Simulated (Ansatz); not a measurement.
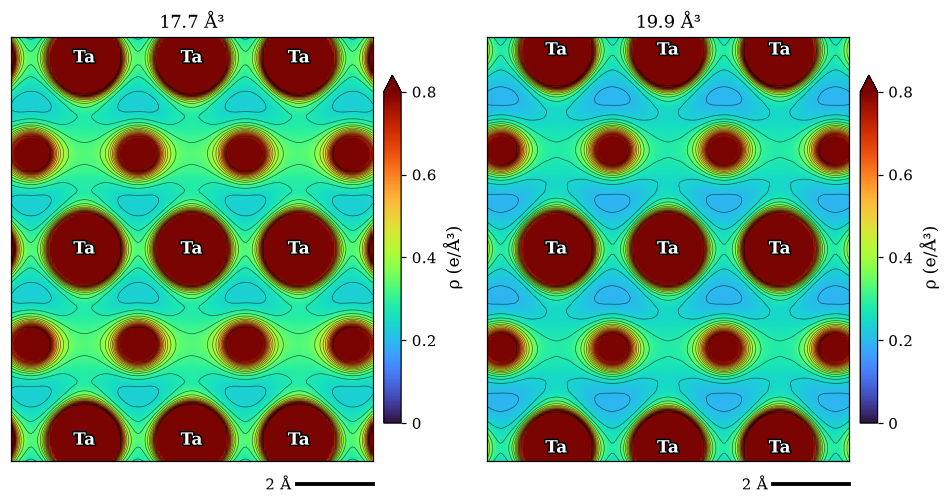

Ta. The valence pseudo-density of cells scaled evenly to different volumes (given per atom above each panel), on the (010) plane of each (indices in the axes of the cell below), at one length scale and on one colour scale.

A structure from a database of computed crystals, not necessarily the ambient phase.

Computed with Kohn-Sham DFT of a periodic cell, PBE0, Ansatz PAW (Ansatz).

The largest cell:

```
CELL_PARAMETERS angstrom
2.95726 0.00000 0.00000
-1.47863 2.56106 0.00000
0.00000 0.00000 5.26760
ATOMIC_POSITIONS crystal
Ta 0.33333 0.66667 0.25000
Ta 0.66667 0.33333 0.75000
```

| volume (Å³/atom) | Ta–Ta contact in the plane (Å) | ρ at its midpoint (e/Å³) | pressure (GPa) | 
| --- | --- | --- | --- |
| 17.69 | 2.841 | 0.328 | 8.7 | 
| 18.44 | 2.881 | ? | ? | 
| 19.95 | 2.957 | 0.283 | −12.1 | 

Question: Estimate the missing row, and compare with the calculation.

Answer: Over the known rows ln ρ falls by 1.27 per Å of Ta–Ta distance (the line through the two), which gives 0.312 e/Å³ at 2.881 Å; the calculation gives 0.312 e/Å³. For the pressure, a straight line in volume between the neighbouring rows gives 1.8 GPa; the calculation gives 1.2, lower because pressure rises ever faster on compression.
